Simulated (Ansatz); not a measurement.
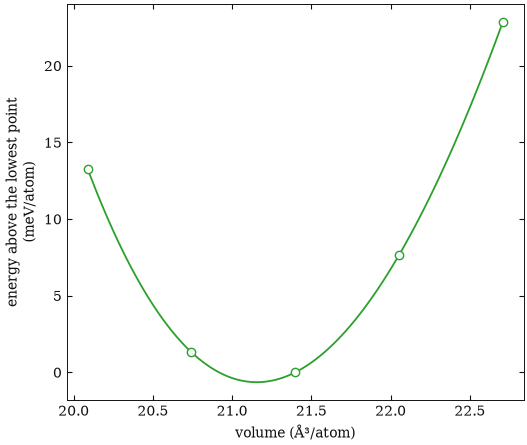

The plot gives the computed energy above the lowest point against volume for BaO, space group Fm-3m (No. 225) (one of a set of cubic test structures, which need not be the stable phase).

Method: equation of state of a cubic crystal from periodic Kohn-Sham density functional theory without spin, third-order Birch-Murnaghan fit to the free energies; pressure corrected for the finite basis (Ansatz 0.2.0 development build). Level: HSE06.

| setting | value |
| --- | --- |
| structure type | rock salt |
| atoms in cell | 2 |
| space group number | 225 |
| lattice centring | face-centred primitive |
| k mesh | 4×4×4 |
| occupation method | Fermi–Dirac |
| occupation width | 0.05 eV |
| wave cutoff | 700 eV |
| datasets | hard PAW |
| density tolerance | 0 eV |
| bands | 17 |
| density cutoff ratio | 4 |
| search for lower states | default |
| exchange singularity | regularized |

**How stiff is the solid, and where is its volume at rest?**

A third-order Birch–Murnaghan fit gives V0 = 21.16 Å³/atom, B0 = 75.3 GPa and B′ = 4.5.

Caveats: modest k-mesh, values are not fully converged in k; pseudopotentials made with PBE, not this functional.

The computed values:

```tsv
volume (Å³/atom)	energy above the lowest point (meV/atom)
20.09	13.3
20.74	1.3
21.40	0.0
22.05	7.6
22.71	22.9
```
